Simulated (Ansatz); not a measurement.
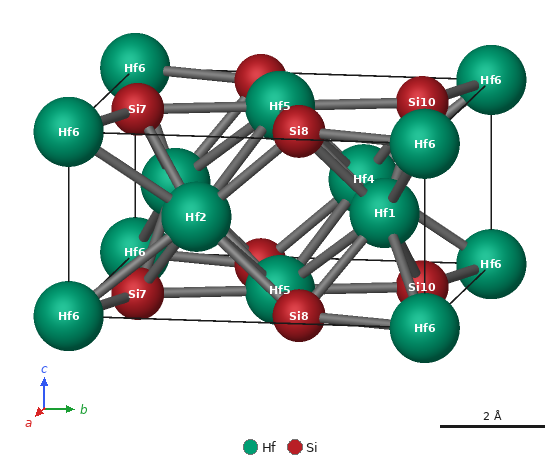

Reference structure: solid Hf₃Si₂ (set up in P4/mbm). A ball-and-stick model of the cell of the calculation, seen slightly off an axis.

All numbers below come from Ansatz, DFT PBEsol, scalar-relativistic, plane waves, PAW. Set-up: plane-wave cutoff 420 eV; k-point mesh 6 × 6 × 10; occupations gaussian; smearing width 0.1 eV; no spin polarisation.

The variant: Uniaxial strain along c, +4.0 %, is applied. The a and b axes and the atoms are relaxed.

### What is the effect?

It costs 12.6 meV per atom. Pressure: 0.0 GPa before, −2.0 GPa after. The principal stresses (compression positive) are −6.0 GPa along c and none across it. It is metallic before and after. Cell: a = b 6.976 → 6.906 Å (−1.0 %), c 3.607 → 3.751 Å (+4.0 %). Volume +1.9 %. No atom moves by more than 0.005 Å relative to the cell. Some distances before and after: Hf–Si 2.769 → 2.733 to 2.805 Å, Hf–Si 2.690 → 2.723 Å, Hf–Hf 3.147 → 3.168 Å, Si–Si 2.443 → 2.426 Å. The space group stays P4/mbm (No. 127).

The changed structure in the same view:

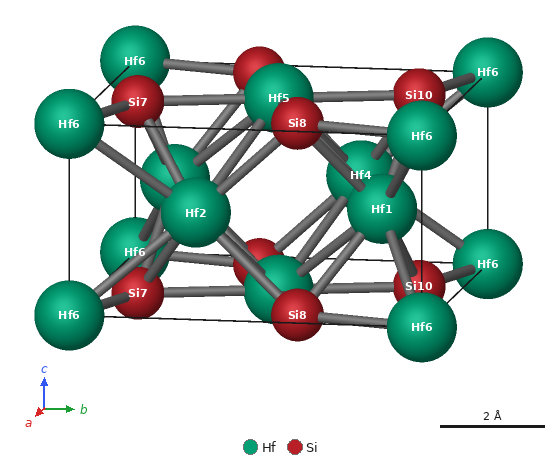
